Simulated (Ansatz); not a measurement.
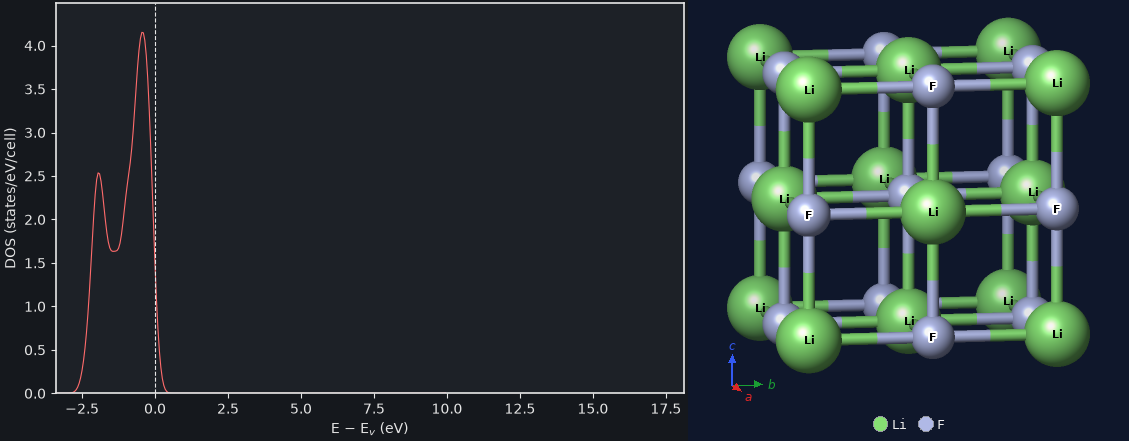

Density of states, beside the structure. Energies are counted from the top of the valence band. The curve is built from the levels of the k mesh with Gaussians 0.4 eV wide, which also blur the band edges.

Input of the run:

```
crystal:
  lattice:
    - [0.0, 2.1141650707, 2.1141650707]
    - [2.1141650707, 0.0, 2.1141650707]
    - [2.1141650707, 2.1141650707, 0.0]
  atoms:
    - { symbol: Li, position: [0.0, 0.0, 0.0] }
    - { symbol: F, position: [0.5, 0.5, 0.5] }
kpoints:
  mp_grid: { grid: [8, 8, 8] }
  band_path:
    path:
      - [0.0, 0.0, 0.0]
      - [0.5, 0.0, 0.5]
      - [0.625, 0.25, 0.625]
      - [0.375, 0.375, 0.75]
      - [0.5, 0.5, 0.5]
      - [0.5, 0.25, 0.75]
      - [-0.0625, 0.0, 0.0625]
    npoints: 1
hamiltonian:
  xc: hse06
scf:
  occupations: { method: fixed }
  n_extra_bands: 4
output:
  forces: true
  stress: true
  eigenvalues: true
  write_density: true
  write_potential: true
  elf: true
  volumetric_format: npy
```

Launched with:
```bash
ansatz run input.yaml --threads 4 --pin off --max-ram 3686MiB --backend cpu --events-out ev --progress --plain --runs-dir out
```

### Metal or insulator, going by the density of states?

There is a gap; over the k points computed it is 10.12 eV (direct among those points).

### How wide is the upper valence band?

The upper group of valence states starts about 2.5 eV under the valence-band top, with a gap beneath it; it holds about 6 electrons a cell.

The cell is at −8 GPa in this functional.
